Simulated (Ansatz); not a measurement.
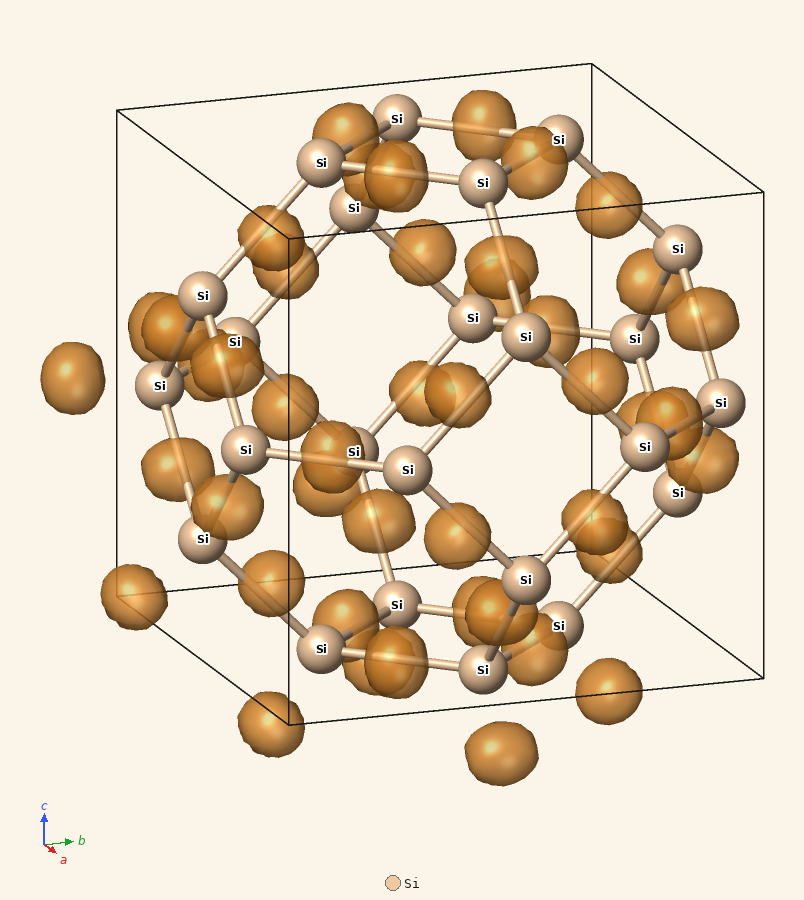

Figure. Si. Isosurface of the ELF at 0.9 (orange), seen slightly off an axis. Core shells and regions of very low density are left out. Sticks mark near contacts.

Space group Im-3m; a structure from a database of computed crystals, not necessarily the ambient phase; computed pressure about 11 GPa in this cell.

Computed with Kohn-Sham DFT of a periodic cell, LDA, JTH PAW in Ansatz 0.2.0.

### Where are the electrons localised?

The surface consists of 24 regions between bonded Si–Si atoms (shared pairs), counted in one cell of 12 atoms. Regions shared between cells count once. Profiles from the grid: Si–Si (2.26 Å): the ELF peaks at about 0.95 between the atoms; localised, covalent bonding.
